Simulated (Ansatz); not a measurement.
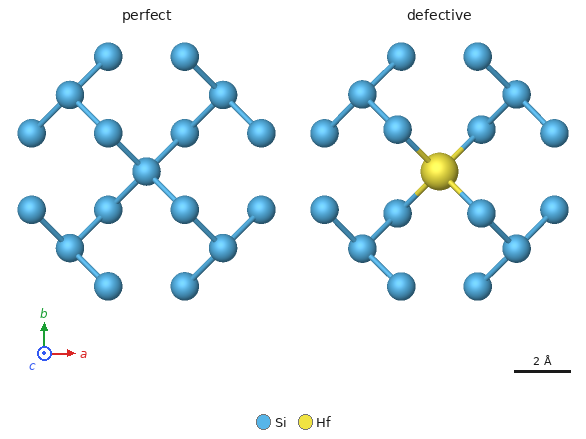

Left: perfect Si. Right: the same region with one point defect, after relaxing the atoms in a supercell of 54 sites. A ball-and-stick model of the atoms within 5.4 Å of one point, in a slice 3.4 Å thick across the line of sight, seen along the c axis.

Theory: Ansatz 0.2.0, DFT PBE, scalar-relativistic, plane waves, PAW. (plane-wave cutoff 420 eV; k-point mesh 1 × 1 × 1; occupations gaussian; smearing width 0.01 eV; no spin polarisation) The cell is small and the k-mesh coarse, so the numbers are rough. The axes drawn are those of the host's conventional cell.

Which defect is it?

Answer. A silicon atom is replaced by hafnium.

The charge state of the cell is 0.

How does the lattice respond?

Answer. In the host the Si atom has 4 Si at 2.37 Å; the Hf atom ends with 4 Si at 2.59 Å. Of the host's atoms, a silicon atom moves furthest from its site, by 0.23 Å. Relaxing the atoms from the host's sites lowers the energy by 1.39 eV. At a tolerance of 0.02 Å the relaxed supercell has space group F-43m.
